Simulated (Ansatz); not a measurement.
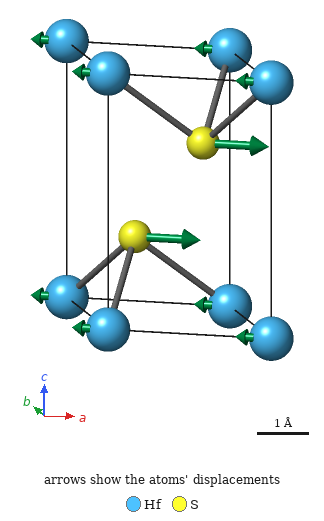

The lowest optical mode of solid HfS$_{2}$ relaxed at 18 GPa, space group P-3m1 (No. 164), at the zone centre. The green arrows give the relative displacements of the atoms. A ball-and-stick model of the cell of the calculation, seen slightly off an axis.

Level of theory: DFT PBEsol, scalar-relativistic, plane waves, PAW (Ansatz). (plane-wave cutoff 420 eV; k-point mesh 12 × 12 × 8; occupations fermi dirac; smearing width 0.15 eV; target pressure 18 GPa; no spin polarisation)

The frequencies depend somewhat on the k-mesh and the smearing.

Is the structure stable against all modes at this point?

Yes: this softest mode has a real frequency, and so have all others here. That speaks for this wave vector alone: the rest of the zone wasn't checked in this run. This is the E_u mode (doubly degenerate; one member of the set is drawn) at 199 cm⁻¹, the lowest optical level, infrared-active by symmetry. The S sublattice moves against the Hf sublattice, along a; the kinetic energy is shared as S 74 %, Hf 26 %. The crystal is a metal, so free carriers screen the infrared response.
